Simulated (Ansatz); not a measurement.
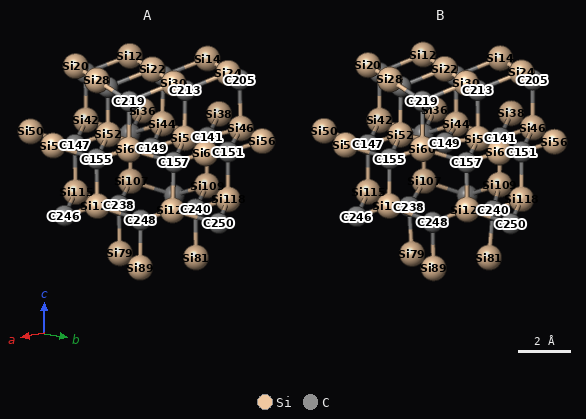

Two geometries of a defect cell of composition Si127C128 (cell charge +2), drawn at one scale. One is the start of a relaxation, the other its converged end. A ball-and-stick model of the atoms within 5.0 Å of the atom that moves most (axes of the cell of the calculation (origin shifted)), seen from a free direction.

Method: DFT, PBEsol, PAW, plane waves (Ansatz 0.2.0). Set-up: plane-wave cutoff 420 eV; k-point mesh 1 × 1 × 1; mesh shifted by (0.25, 0.25, 0.25); collinear spin; atoms relaxed in a fixed cell; force threshold 0.03 eV/Å; at most 80 steps.

Question: Which geometry has the lower energy?

Answer: Structure B is the relaxed one. A C atom moves most: 0.21 Å along [−1 0 3]. Largest moves by element: C 0.21 Å, Si 0.07 Å. The cell stays as it was. Some distances before and after: C–Si 1.958 → 1.873 Å, C–Si 1.969 → 1.888 Å, C–Si 1.934 → 1.866 Å, C–Si 1.908 → 1.855 Å. Bond angles that change, for instance: C–Si–C 109.7° → 101.6°, Si–C–Si 107.1° → 114.1°, Si–C–Si 108.5° → 115.5°. The energy falls by 4.517 eV per cell of the calculation in 4 geometry steps. Largest force component: 2 eV/Å at the start, 0.0095 eV/Å at the end. The program noted that the starting moments weren't kept. Cost: 49 s on 1 × NVIDIA GB300 Max-Q with 8 threads of Arm Neoverse-V2, peak memory 3.1 GiB.

Limits of the set-up: the cell is charged, on a uniform background, and energies carry no finite-size correction.
